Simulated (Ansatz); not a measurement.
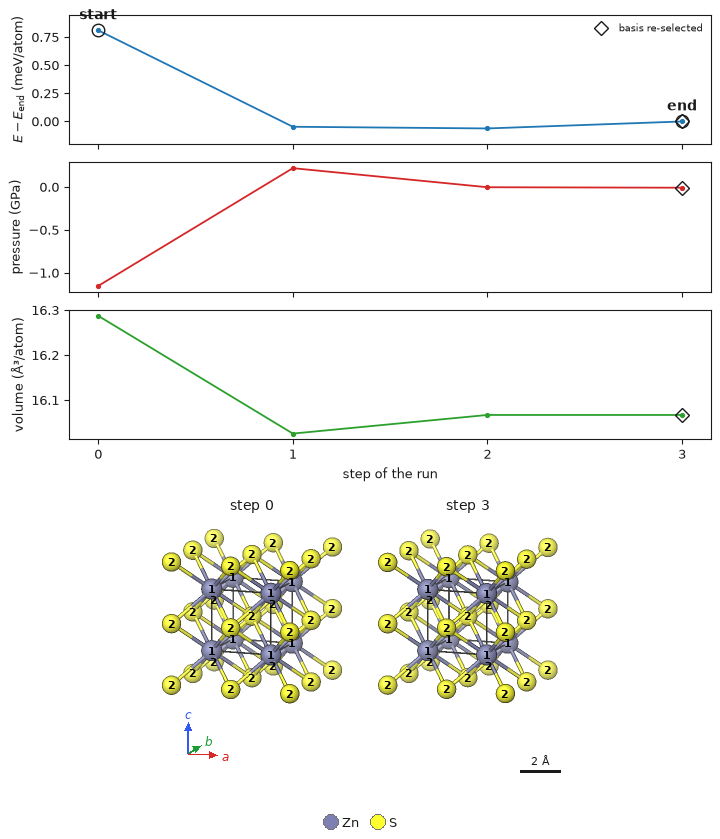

First and last geometry of a relaxation of crystalline ZnS (built on the CsCl type), with the history of the run. The picture is a ball-and-stick view of the cell of the calculation, seen slightly off an axis.

Computed with Ansatz 0.2.0, DFT, r2SCAN, plane waves, PAW.

Input file:
```yaml
crystal:
  lattice:
    - [3.1937006517, 0.0, 0.0]
    - [0.0, 3.1937006517, 0.0]
    - [0.0, 0.0, 3.1937006517]
  atoms:
    - { symbol: Zn, position: [0.0, 0.0, 0.0] }
    - { symbol: S, position: [0.5, 0.5, 0.5] }
kpoints:
  mp_grid: { grid: [8, 8, 8] }
hamiltonian:
  xc: r2scan
scf:
  occupations: { method: fermi_dirac, width: 0.02 }
relax:
  f_tol: 0.005
  cell: {}
output:
  write_density: true
  write_potential: true
  elf: true
  volumetric_format: npy
```

Command:
```bash
ansatz run input.yaml --threads 2 --pin off --max-ram 2211MiB --backend cpu --events-out ev --progress --plain --runs-dir out
```

**What do the curves and the structures tell?**

It converged. No atom moves by more than 0.005 Å relative to the cell. The volume changes by −1.4 %, with a = b = c 3.194 → 3.179 Å (−0.5 %). Near-neighbour distances that change, for instance: Zn1–S2 2.766 → 2.753 Å. The space group stays Pm-3m (No. 221). After 2 accepted moves (3 points after the start) the energy has fallen by 0.8 meV per atom. All forces vanish by symmetry, so only the cell relaxes. Pressure: −1.15 GPa at the start and −0.01 GPa at the end. At 1 point the geometry stayed and the basis and grid were re-selected for the new cell (energy shift of 0.1 meV per atom at most each time). Cost: 8.8 s on 2 threads of Arm Neoverse N1, on a shared host, peak memory 0.37 GiB.

```csv
step,"E − E(0), meV/atom","pressure, GPa","volume, Å³/atom",note
0,0.00,-1.15,16.287,
1,-0.86,0.22,16.026,
2,-0.87,0.00,16.067,
3,-0.81,-0.01,16.067,"same geometry, new basis"
```
